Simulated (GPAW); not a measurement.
System: TaAs (space group I4_1md).

Computed with GPAW 26.7.0: PAW DFT in plane waves, on a grid or in atomic orbitals, no spin polarisation; energies at scaled volumes of the given cell, shape and fractions fixed, counted from the fit's minimum, third-order Birch-Murnaghan fit. All runs: no spin polarisation.

```tsv
setting	value
occupations	Fermi–Dirac
smearing width	0.05 eV
wave cutoff	600 eV
```

Settings that differ: PBEsol: k mesh 11×11×11, potentials PAW-data-sets-made-by gpaw-setup-for-the-functional; r2SCAN: k mesh 7×7×7, potentials GPAW-PAW-data-sets-(gpaw-data-1.2.1); PBE: k mesh 7×7×7, potentials GPAW-PAW-data-sets-(gpaw-data-1.2.1).

What does the calculation give for the energy against volume, with one curve for each functional? The cases: PBEsol; r2SCAN; PBE.

The fitted equilibrium volumes, smallest first, are PBEsol 17.099, r2SCAN 17.427, PBE 17.661 Å³/atom. The fitted bulk moduli, smallest first, are PBE 177.6, r2SCAN 188.1, PBEsol 192.9 GPa.

PBEsol:
| volume (Å³/atom) | energy (meV/atom) |
| --- | --- |
| 16.35 | 21.28 |
| 16.70 | 5.85 |
| 17.05 | 0.09 |
| 17.40 | 3.01 |
| 17.74 | 13.70 |
| 18.09 | 31.34 |
| 18.44 | 55.21 |

r2SCAN:
| volume (Å³/atom) | energy (meV/atom) |
| --- | --- |
| 16.35 | 43.44 |
| 16.70 | 19.13 |
| 17.05 | 5.01 |
| 17.40 | 0.04 |
| 17.74 | 3.28 |
| 18.09 | 13.97 |
| 18.44 | 31.33 |

PBE:
| volume (Å³/atom) | energy (meV/atom) |
| --- | --- |
| 16.35 | 61.76 |
| 16.70 | 32.05 |
| 17.05 | 12.57 |
| 17.40 | 2.27 |
| 17.74 | 0.21 |
| 18.09 | 5.58 |
| 18.44 | 17.61 |

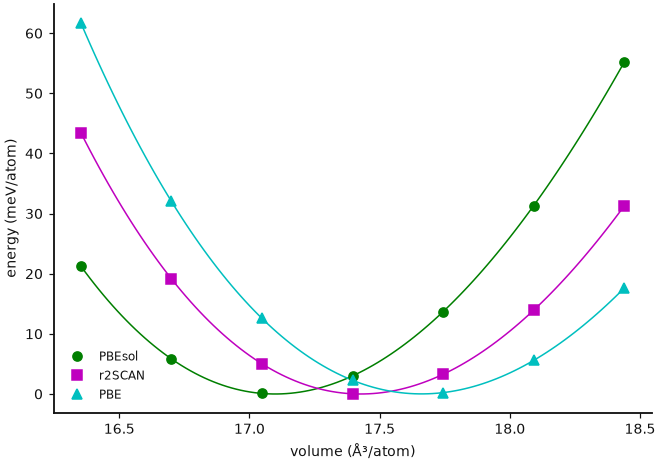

Note: shape and atomic fractions are frozen while scaling, which makes layered, chain and framework solids too stiff.
